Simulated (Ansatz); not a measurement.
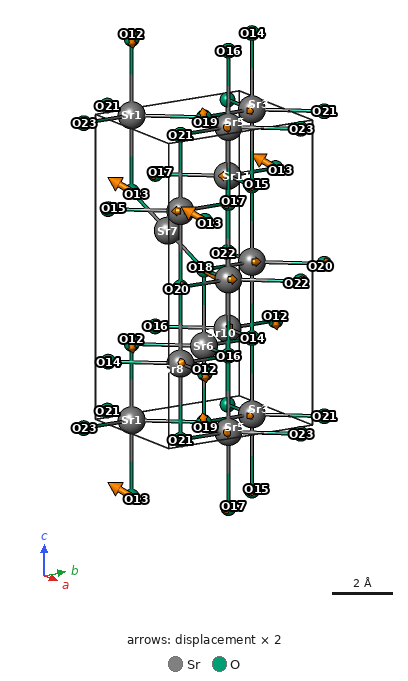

A relaxation of a defect cell of composition Sr₁₁O₁₂ (cell charge −2) (started half-way along a vacancy jump, in the symmetry of that start). The starting structure is drawn; orange arrows show the displacements, 2 times their true length.

Style: ball-and-stick. Shown: the cell of the calculation (origin shifted), slightly off an axis.

All numbers below come from DFT PBE, scalar-relativistic, plane waves, PAW in Ansatz. Settings: plane-wave cutoff 420 eV; k-point mesh 3 × 3 × 2; occupations gaussian; smearing width 0.05 eV; no spin polarisation; atoms relaxed in a fixed cell; force threshold 0.02 eV/Å; at most 60 steps.

What did the optimiser do to the structure, and how much energy did it gain?

Answer. Over 5 geometry steps the energy falls by 5.866 eV per cell of the calculation. Largest force component: 10 eV/Å at the start, 0.0032 eV/Å at the end. The largest moves, 0.48 Å, are those of O atoms. By element the largest moves are O 0.48 Å, Sr 0.17 Å. The cell stays as it was. Near-neighbour distances that change, for instance: O–Sr 1.793 → 2.256 Å, Sr–Sr 3.585 → 3.357 Å, Sr–Sr 3.585 → 3.800 Å, O–Sr 2.592 → 2.382 Å. Bond angles that change, for instance: O–Sr–O 90.0° → 104.7°, Sr–O–Sr 136.3° → 122.3°, Sr–O–Sr 90.0° → 100.0°.

Limits of the set-up: the periodic images lie only 7.4 Å apart, so the values are limited by the cell's size; the cell is charged, on a uniform background, and energies carry no finite-size correction.
